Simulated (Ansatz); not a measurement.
**Run report: Sn22Ge106, single-point calculation (part 2 of 2)**

Sn22Ge106 (128 atoms in the cell); DFT, PBE, PAW, plane waves (Ansatz 0.2.0); cutoff 420 eV, 1×1×1 k-mesh, Fermi–Dirac smearing of 0.01 eV. The structure was built on a prototype by a generator.

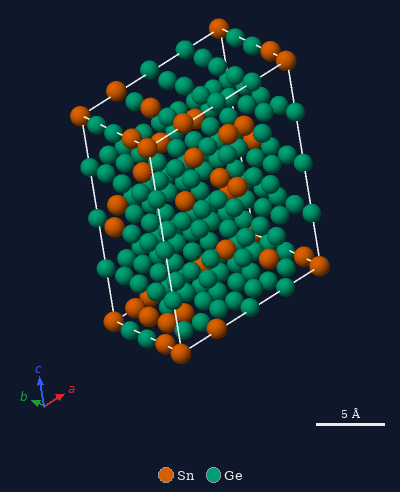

Fig. 1: The input geometry (spheres-only view of the cell of the calculation, seen slightly off an axis).

## The program's output, continued
```
--- Forces (eV/Å), atoms counted from 1 ---
  atom   1  Sn     0.00294684    -0.19224322     0.02576550
  atom   2  Sn    -0.10362060     0.03658794     0.01841453
  atom   3  Sn     0.06680730     0.11643792    -0.01495473
  atom   4  Sn    -0.06898657    -0.11990330    -0.06982922
  atom   5  Sn    -0.05536681    -0.09689316    -0.06405755
  atom   6  Sn     0.09395146    -0.13869189    -0.07121368
  atom   7  Sn    -0.05189575    -0.19205745    -0.14482939
  atom   8  Sn    -0.02736145     0.07052007     0.01219617
  atom   9  Sn    -0.03655858     0.02301643    -0.01598006
  atom  10  Sn    -0.02431205    -0.02039358    -0.01203604
  atom  11  Sn     0.15114173     0.02683401     0.10152723
  atom  12  Sn     0.03267868     0.16569947     0.00969377
  atom  13  Sn     0.04426549     0.21324585     0.00163009
  atom  14  Sn    -0.04190865    -0.02538220    -0.10446651
  atom  15  Sn    -0.01471318    -0.08019116    -0.00941818
  atom  16  Sn    -0.07848862    -0.08193520     0.00342229
  atom  17  Sn    -0.11510086    -0.04362756    -0.03837174
  atom  18  Sn     0.04003808    -0.03205323    -0.02824542
  atom  19  Sn    -0.00302778     0.01451007     0.11509436
  atom  20  Sn    -0.04871890    -0.03523849     0.05843761
  atom  21  Sn     0.05987520     0.06843499    -0.02590260
  atom  22  Sn    -0.10542928    -0.09488266     0.03212341
  atom  23  Ge    -0.04138678    -0.03469996     0.04762374
  atom  24  Ge     0.03561949    -0.26336591     0.09124247
  atom  25  Ge     0.06627221    -0.02717153     0.08123435
  atom  26  Ge     0.04456088     0.11177484    -0.06501125
  atom  27  Ge    -0.02357016    -0.03198652     0.08732607
  atom  28  Ge     0.04223724     0.01961280     0.01363709
  atom  29  Ge    -0.01300134     0.25034471    -0.13125089
  atom  30  Ge     0.08818099     0.01576609     0.00246194
  atom  31  Ge     0.12505027     0.10202343     0.02316356
  atom  32  Ge    -0.05804959     0.11656297     0.00283781
  atom  33  Ge     0.12563448    -0.05963139     0.12184159
  atom  34  Ge     0.03602417     0.06826133     0.01101097
  atom  35  Ge     0.02158122    -0.04552054     0.10077652
  atom  36  Ge     0.00689496     0.03161884     0.13862262
  atom  37  Ge    -0.08560318     0.05665697    -0.08014146
  atom  38  Ge     0.08501102     0.06291875     0.00243025
  atom  39  Ge    -0.01644951     0.01286534     0.08335980
  atom  40  Ge    -0.02067725    -0.11330585    -0.00438736
  atom  41  Ge    -0.01535182     0.07621256    -0.16587888
  atom  42  Ge     0.05699985    -0.07196789     0.07959692
  atom  43  Ge    -0.25889018     0.07967760    -0.10539792
  atom  44  Ge    -0.02640942    -0.09198578    -0.01255425
  atom  45  Ge     0.10743253     0.01479811     0.00644064
  atom  46  Ge    -0.04900907    -0.09130384     0.02868483
  atom  47  Ge     0.05737615    -0.09803624    -0.00788742
  atom  48  Ge    -0.03758979    -0.02201286    -0.09813221
  atom  49  Ge     0.00618495    -0.03345569    -0.04428380
  atom  50  Ge     0.28060077     0.19956901    -0.07353508
  atom  51  Ge    -0.15863296     0.01149819     0.03896568
  atom  52  Ge     0.05010578    -0.01373830    -0.12412040
  atom  53  Ge    -0.03194826     0.05071956     0.02480611
  atom  54  Ge     0.14406772     0.09424999    -0.05626215
  atom  55  Ge    -0.06875179     0.01121181     0.14548043
  atom  56  Ge     0.04180743    -0.13232174     0.01961111
  atom  57  Ge    -0.00731822     0.08115993     0.03670849
  atom  58  Ge     0.17809952    -0.03055159    -0.00986833
  atom  59  Ge    -0.06331696    -0.00136040     0.10190492
  atom  60  Ge     0.04404447     0.07548190     0.01200954
  atom  61  Ge    -0.07044807     0.10142051     0.06846265
  atom  62  Ge     0.13983217    -0.12225844     0.06052374
  atom  63  Ge    -0.02817285     0.08601238     0.13355223
  atom  64  Ge    -0.00547612     0.04695781     0.06906118
  atom  65  Ge     0.06760718     0.05910737     0.03031936
  atom  66  Ge    -0.09320686    -0.08041566     0.09747939
  atom  67  Ge     0.08931851     0.06375156    -0.00736571
  atom  68  Ge    -0.10951799    -0.01157214     0.04874713
  atom  69  Ge    -0.12213953    -0.08198827    -0.02095744
  atom  70  Ge    -0.09704538     0.02746011    -0.19058707
  atom  71  Ge     0.00516227     0.03496965    -0.00458985
  atom  72  Ge    -0.13597429     0.02083215     0.04266426
  atom  73  Ge     0.00896073     0.09959624    -0.07164607
  atom  74  Ge     0.02546616    -0.09442926     0.10546468
  atom  75  Ge     0.00392269     0.06347189     0.02647146
  atom  76  Ge    -0.06264205     0.07599186    -0.03274124
  atom  77  Ge     0.00605093    -0.13486470    -0.19388945
  atom  78  Ge     0.11460263     0.13092267    -0.05935048
  atom  79  Ge    -0.16970910    -0.07919153    -0.00088813
  atom  80  Ge     0.11382094     0.07579885     0.07122963
  atom  81  Ge    -0.06555942    -0.27130787    -0.08617256
  atom  82  Ge    -0.03728250    -0.07944818    -0.20707584
  atom  83  Ge     0.11004334     0.12085242     0.05195889
  atom  84  Ge     0.08825644     0.03486180     0.16887155
  atom  85  Ge    -0.03964598    -0.04024680     0.03030975
  atom  86  Ge     0.03394131     0.17978880     0.08437867
  atom  87  Ge     0.12709155     0.07492213     0.00438559
  atom  88  Ge    -0.02837203     0.07108335     0.06740025
  atom  89  Ge    -0.00401277    -0.08151398     0.08724489
  atom  90  Ge    -0.06227427    -0.09462534    -0.09809657
  atom  91  Ge     0.00996940     0.01042352     0.09539853
  atom  92  Ge    -0.08101915    -0.08750040     0.06575562
  atom  93  Ge     0.11846184     0.01544683    -0.01334652
  atom  94  Ge    -0.04760838    -0.23718583    -0.04277253
  atom  95  Ge     0.03353333     0.02874733     0.15919136
  atom  96  Ge    -0.17494857    -0.06802056    -0.04486672
  atom  97  Ge    -0.11165321    -0.12762812    -0.02711836
  atom  98  Ge     0.04389193     0.04744904    -0.09680841
  atom  99  Ge    -0.02343480     0.04726080     0.02665086
  atom 100  Ge    -0.02025821     0.03194330    -0.14032277
  atom 101  Ge    -0.08045985    -0.10252748     0.12328731
  atom 102  Ge     0.06531742     0.14660799    -0.17212334
  atom 103  Ge    -0.03255873    -0.03885342    -0.05116781
  atom 104  Ge    -0.06993826    -0.07418228     0.16702642
  atom 105  Ge    -0.03676719     0.17911210     0.19599745
  atom 106  Ge     0.05500086     0.07169458    -0.00667235
  atom 107  Ge    -0.03106024     0.03506120    -0.02719107
  atom 108  Ge     0.13369719    -0.06149770     0.13198221
  atom 109  Ge     0.12075154     0.06968497    -0.05838419
  atom 110  Ge     0.00605798     0.02341447    -0.08288619
  atom 111  Ge     0.02904203     0.11388933     0.04031134
  atom 112  Ge     0.07906628     0.01394593    -0.06925692
  atom 113  Ge     0.05877835     0.00673822     0.02539353
  atom 114  Ge     0.07525146     0.02044989    -0.05557655
  atom 115  Ge     0.02916479     0.06410713    -0.13702072
  atom 116  Ge    -0.06911223    -0.06866365     0.12178610
  atom 117  Ge     0.05526705     0.03941019    -0.10709485
  atom 118  Ge     0.04339076    -0.00957706     0.03718459
  atom 119  Ge    -0.13675060    -0.20822540     0.01179948
  atom 120  Ge     0.09856946     0.06070298    -0.09620531
  atom 121  Ge     0.00972962    -0.09205605    -0.13153920
  atom 122  Ge    -0.22088350    -0.05745546     0.02990976
  atom 123  Ge    -0.01570983    -0.00224401    -0.05685993
  atom 124  Ge    -0.00595875     0.03546175     0.00879900
  atom 125  Ge     0.16421259     0.02903317    -0.00552547
  atom 126  Ge    -0.07558694    -0.10595778    -0.05710103
  atom 127  Ge    -0.08278470     0.15051233    -0.04364262
  atom 128  Ge    -0.09930555    -0.05781775    -0.09421529
  max |Σ_I F_I| component: 6.15e-6 eV/Å
--- Band table (eV) ---
  k-point 0: bands = ["-16.5030", "-16.5015", "-16.4949", "-16.4913", "-16.4858", "-16.4828", "-16.4818", "-16.4794", "-16.4786", "-16.4741", ... 866 levels left out ..., "7.2698", "7.4208", "7.4665", "7.4967", "7.5123", "7.5399", "7.5524", "7.5678", "7.5721", "7.5894", "7.6155", "7.6215", "7.6470", "7.6629", "7.7054", "7.7474", "7.7875", "7.9044", "8.2541", "8.3485", "8.3713", "8.3952", "8.3997", "8.4314", "8.5338", "8.6930", "8.7422", "8.7827", "8.8101",
      "8.8628", "8.8897", "8.9372", "9.0107", "9.0967", "9.1239", "9.1375", "9.1546", "9.1762", "9.1914", "9.3288", "9.3582", "9.3703", "9.3851", "9.3924", "9.4097", "9.5276", "9.5892", "9.5953", "9.6361", "9.6479", "9.6558", "9.6678", "9.6745", "9.6843", "9.6967", "9.7070", "9.7120", "9.7296", "9.7346", "9.7453", "9.7663", "9.7853", "9.8040", "9.8207", "9.8328", "9.8452", "9.8671", "9.9045", "9.9727",
      "10.0937", "10.1260", "10.1446", "10.1773", "10.1888", "10.2173", "10.2388", "10.2872", "10.2968", "10.3287", "10.3604", "10.4005", "10.8175", "10.8377", "10.8501", "10.8699", "10.8918", "10.9092", "10.9497", "10.9698", "10.9896", "11.7091", "11.7403", "11.7531", "11.7788", "11.7869", "11.7878", "11.7946", "11.8176", "11.8264", "11.8297", "11.8425", "11.8613", "11.8705", "11.8818", "11.8925", "11.9076", "11.9174", "11.9474", "11.9571",
      "11.9808", "11.9955", "12.0164", "12.0271", "12.0499", "12.1246", "12.1444", "12.1588", "12.1715", "12.1980", "12.2149", "12.2277", "12.2327", "12.2418", "12.2489", "12.2606", "12.2825", "12.3006", "12.3083", "12.3130", "12.3163", "12.3407", "12.3446", "12.3524", "12.3571", "12.3620", "12.3747", "12.3920", "12.4064", "12.4201", "12.4317", "12.4381", "12.4473", "12.4586", "12.4675", "12.5069", "12.5152", "12.5313", "12.5396", "12.5580",
      "12.5961", "12.7928", "12.8036", "12.8255", "12.8398", "12.8595", "12.8641", "12.8798", "12.8850", "12.8930", "12.9057", "12.9140", "12.9184", "12.9280", "12.9346", "12.9588", "12.9685", "12.9723", "12.9878", "12.9908", "13.0038", "13.0087", "13.0175", "13.0348", "13.0535", "13.0770", "13.0967", "13.1033", "13.1233", "13.1326", "13.1538", "13.1794", "13.1945", "13.1999", "13.2234", "13.2322", "13.2531", "13.2661", "13.2823", "13.3097",
      "13.3282", "13.3346", "13.3445", "13.3550", "13.3720", "13.3782", "13.3999", "13.4095", "13.4234", "13.4427", "13.4473"]
--- Löwdin populations: 128 sites ---
  site symbol       q [e]
     0     Sn     13.7665
     1     Sn     13.7025
     2     Sn     13.7640
     3     Sn     13.6845
     4     Sn     13.7094
     5     Sn     13.7653
     6     Sn     13.6828
     7     Sn     13.6903
     8     Sn     13.6986
     9     Sn     13.9122
    10     Sn     13.7608
    11     Sn     13.7614
    12     Sn     13.7628
    13     Sn     13.7015
    14     Sn     13.7588
    15     Sn     13.6895
    16     Sn     13.7807
    17     Sn     13.7638
    18     Sn     13.7647
    19     Sn     13.8603
    20     Sn     13.7047
    21     Sn     13.7595
    22     Ge     14.1246
    23     Ge     14.1248
    24     Ge     14.0460
    25     Ge     13.9839
    26     Ge     14.0489
    27     Ge     14.0517
    28     Ge     14.0510
    29     Ge     13.9761
    30     Ge     13.9811
    31     Ge     14.2051
    32     Ge     14.0566
    33     Ge     14.0659
    34     Ge     14.0646
    35     Ge     13.9771
    36     Ge     14.1916
    37     Ge     13.9740
    38     Ge     13.9857
    39     Ge     14.0596
    40     Ge     13.9688
    41     Ge     13.9762
    42     Ge     14.0564
    43     Ge     13.9862
    44     Ge     13.9599
    45     Ge     13.9783
    46     Ge     14.0510
    47     Ge     13.9777
    48     Ge     13.9790
    49     Ge     13.9736
    50     Ge     14.0461
    51     Ge     13.9926
    52     Ge     14.0403
    53     Ge     14.0667
    54     Ge     14.0522
    55     Ge     13.9753
    56     Ge     14.0563
    57     Ge     13.9924
    58     Ge     14.0531
    59     Ge     14.2088
    60     Ge     14.0509
    61     Ge     14.0470
    62     Ge     14.0549
    63     Ge     14.1343
    64     Ge     14.0577
    65     Ge     13.9763
    66     Ge     14.0414
    67     Ge     14.0481
    68     Ge     13.9691
    69     Ge     14.0429
    70     Ge     14.0416
    71     Ge     13.9746
    72     Ge     13.9662
    73     Ge     14.0558
    74     Ge     13.9623
    75     Ge     13.9762
    76     Ge     14.0510
    77     Ge     13.9842
    78     Ge     13.9665
    79     Ge     14.0604
    80     Ge     14.1257
    81     Ge     13.9694
    82     Ge     13.9829
    83     Ge     14.0460
    84     Ge     14.0510
    85     Ge     14.2002
    86     Ge     13.9939
    87     Ge     14.0553
    88     Ge     14.0602
    89     Ge     13.9783
    90     Ge     14.0568
    91     Ge     13.9798
    92     Ge     14.0458
    93     Ge     13.9707
    94     Ge     13.9738
    95     Ge     13.9744
    96     Ge     13.9715
    97     Ge     14.0545
    98     Ge     13.9719
    99     Ge     13.9686
   100     Ge     13.9776
   101     Ge     14.0492
   102     Ge     13.9812
   103     Ge     14.0568
   104     Ge     14.0556
   105     Ge     14.1269
   106     Ge     14.0377
   107     Ge     14.0568
   108     Ge     14.0544
   109     Ge     14.1218
   110     Ge     13.9838
   111     Ge     14.0450
   112     Ge     14.0530
   113     Ge     14.0412
   114     Ge     14.0500
   115     Ge     13.9816
   116     Ge     14.0425
   117     Ge     13.9757
   118     Ge     14.0452
   119     Ge     13.9732
   120     Ge     13.9801
   121     Ge     14.0564
   122     Ge     13.9761
   123     Ge     13.9854
   124     Ge     14.0498
   125     Ge     13.9881
   126     Ge     13.9730
   127     Ge     13.9693
  spilling = 0.001461 (of n_electrons = 1792.000000)
```

## Results in brief

```json
{"quantity": "outcome", "value": "converged"}
{"quantity": "space group (tolerance 0.01 Å)", "value": "P1 (1)"}
{"quantity": "electrons treated", "value": "1792"}
{"quantity": "free energy", "value": "−587780.2737 eV"}
{"quantity": "Fermi energy", "value": "8.359 eV"}
{"quantity": "largest force (length of the vector)", "value": "0.352 eV/Å"}
{"quantity": "hardware", "value": "1 × NVIDIA GB300 Max-Q, 8 threads of Arm Neoverse-V2, 125 GiB of memory available, shared host"}
{"quantity": "wall time", "value": "11 s (CPU time 32 s)"}
{"quantity": "peak memory", "value": "4.4 GiB"}
```
